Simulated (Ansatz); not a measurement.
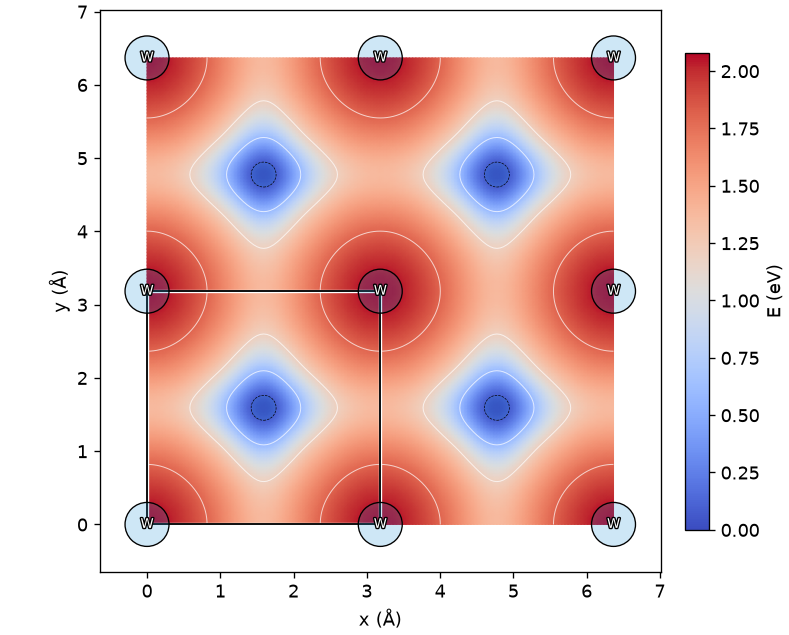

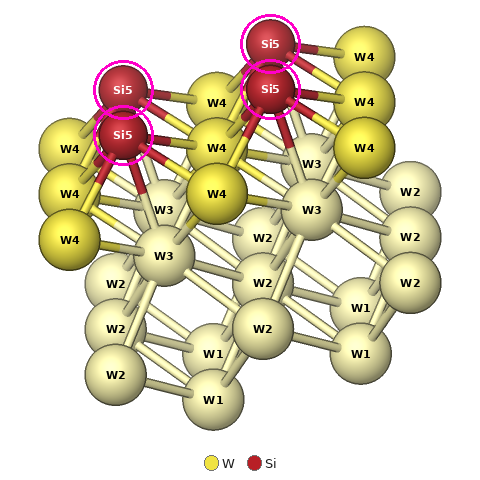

Energy landscape of Si on a W(100) slab cut from the Im-3m phase, its upper half relaxed before the scan (4 atoms of substrate and one adsorbate in a 1 × 1 cell). 
- Si is moved over the surface cell; relaxed at each place: the height of the adsorbate's atoms; substrate rigid; the origin of the map has the adsorbate above W4.
- Places are given modulo a cell vector. The map is drawn in real space over the plane of the surface.
- The scan uses an 8 × 8 grid; 15 points were computed and 49 follow by symmetry.
- Energies are in eV, from the lowest grid point.
- With one adsorbate in each 1 × 1 cell, its nearest image is 3.2 Å away, so neighbouring adsorbates interact.
- The calculation used DFT PBE, scalar-relativistic, plane waves, PAW (Ansatz 0.2.0). Settings: cutoff 420 eV, k-mesh 8×8×1, gaussian smearing 0.1 eV, no spin polarisation.

Drawn: a smooth colour map with a few white contour lines, labelled circles for the atoms of the top layer and small ones for the second layer, the outline of one cell of the 2 × 2 shown. Between grid points the surface is interpolated. The second picture is the structure at the lowest point; rings mark the moved atoms.

Describe this landscape.

The lowest grid point is at a fourfold hollow over a second-layer W atom, (4/8, 4/8) of the cell vectors. It is the only kind of minimum in the scanned range. The highest grid point, the top site over a surface W atom, (0/8, 0/8) of the cell vectors, lies 2.08 eV above the lowest. On the interpolated surface the easiest way out of the lowest well to its copy in the next cell or period passes a barrier of about 1.4 eV. At the lowest point the adsorbate has 4 W at 2.61 Å as nearest neighbours, at the highest 1 W at 2.45 Å. Its relaxed height above the top atom is 1.33 Å at the lowest and 2.45 Å at the highest point.

Grid values (eV):

```tsv
second ↓, first →	0/8	1/8	2/8	3/8	4/8	5/8	6/8	7/8
7/8	2.01	1.94	1.75	1.49	1.30	1.49	1.75	1.94
6/8	1.81	1.75	1.56	1.27	1.02	1.27	1.56	1.75
5/8	1.55	1.49	1.27	0.82	0.41	0.82	1.27	1.49
4/8	1.38	1.30	1.02	0.41	0.00	0.41	1.02	1.30
3/8	1.55	1.49	1.27	0.82	0.41	0.82	1.27	1.49
2/8	1.81	1.75	1.56	1.27	1.02	1.27	1.56	1.75
1/8	2.01	1.94	1.75	1.49	1.30	1.49	1.75	1.94
0/8	2.08	2.01	1.81	1.55	1.38	1.55	1.81	2.01
```

The whole map (15 points run) took 14 min on 1 thread of Arm Neoverse V1, with other jobs on the host.

PAW datasets: the set soft_1.
